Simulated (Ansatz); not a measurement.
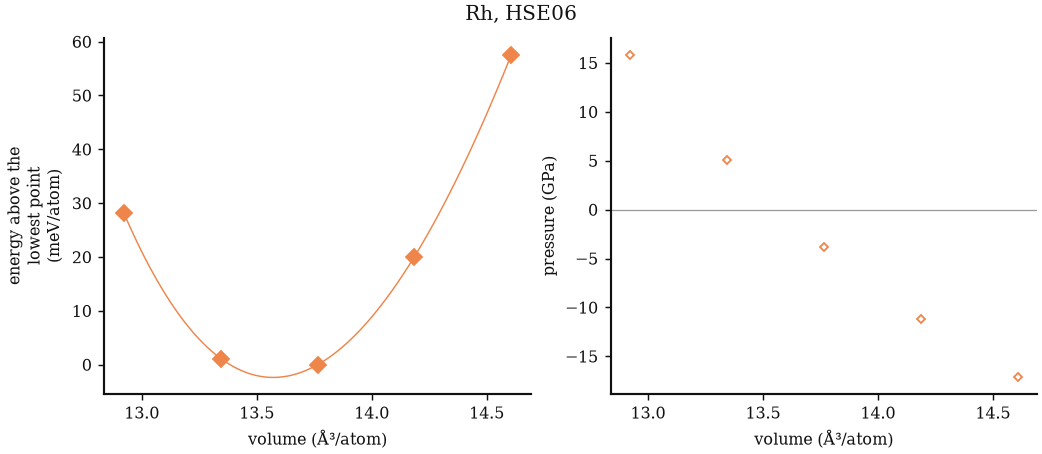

Plotted: energy above the lowest point and pressure against volume for Rh, space group Fm-3m (No. 225) (one of a set of cubic test structures, which need not be the stable phase).

Calculation (Ansatz 0.2.0 development build): equation of state of a cubic crystal from periodic Kohn-Sham density functional theory without spin, third-order Birch-Murnaghan fit to the free energies; pressure corrected for the finite basis. Level: HSE06.

structure type fcc; atoms in cell 1; space group number 225; lattice centring face-centred primitive; k mesh 6×6×6; occupation method Fermi–Dirac; occupation width 0.1 eV; wave cutoff 540 eV; datasets hand-made PAW; density tolerance 0 eV; bands 13; density cutoff ratio 4; search for lower states default; exchange singularity regularized.

### Give the fitted equation-of-state parameters.

A third-order Birch–Murnaghan fit gives V0 = 13.57 Å³/atom, B0 = 284 GPa and B′ = 5.3.

### How does the pressure vary with volume?

It falls from 15.8 GPa at volume 12.92 Å³/atom to −17.2 GPa at 14.61 Å³/atom, and changes sign near 13.58 Å³/atom.

Keep in mind: coarse k-mesh, values are not converged in k.

The computed values:

```
volume (Å³/atom)  energy above the lowest point (meV/atom)  pressure (GPa)
           12.92                                      28.2            15.8
           13.34                                       1.1             5.0
           13.76                                       0.0            -3.9
           14.19                                      20.1           -11.2
           14.61                                      57.6           -17.2
```
